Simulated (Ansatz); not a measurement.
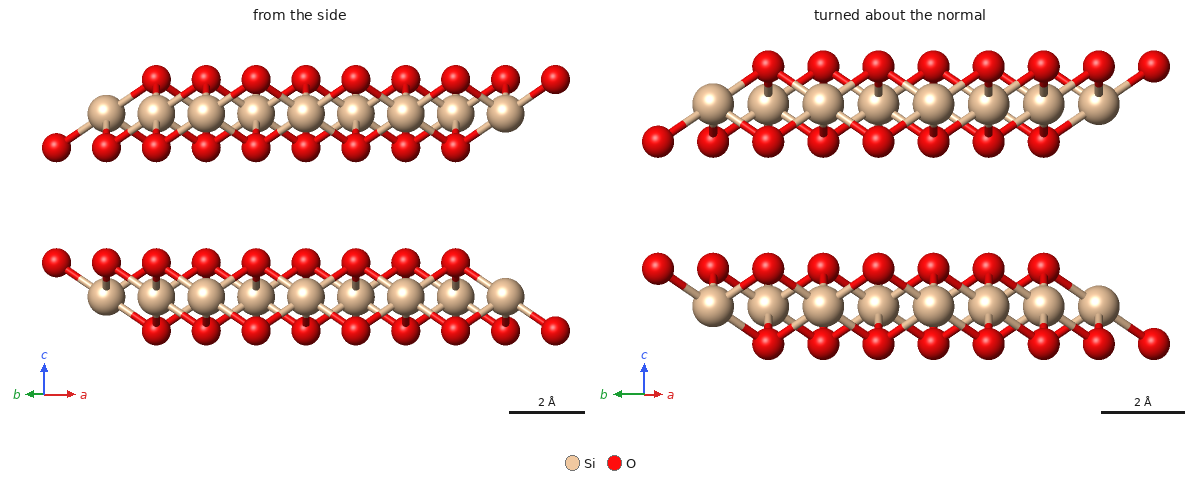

A ball-and-stick picture of a periodic slab, seen from the side and turned about the normal. The surface normal points up in side views; the vacuum is left out. 4×3 cells are drawn in the plane, with atoms at the edges repeated.

The cell holds 2 Si, 4 O.

With which atoms do the two faces end?

The top face ends in O, the bottom face in O. The two faces are alike.

What is the thickness of the slab?

About 7 Å from the lowest to the highest atom.

Count the planes and say what each contains, starting at the top.

Six planes: O / Si / O / O / Si / O.

How is it built?

Si bonds to six O in a distorted octahedral arrangement at about 1.8 Å. Around each O lie three Si in a trigonal pyramidal arrangement at about 1.8 Å. The bonds build SiO2 layers parallel to the surface.

The structure comes from a structure type filled with these elements by a generator (whether the compound takes this form wasn't checked). The geometry was optimised with DFT PBE+D3(BJ), scalar-relativistic, plane waves, PAW in Ansatz 0.2.0.
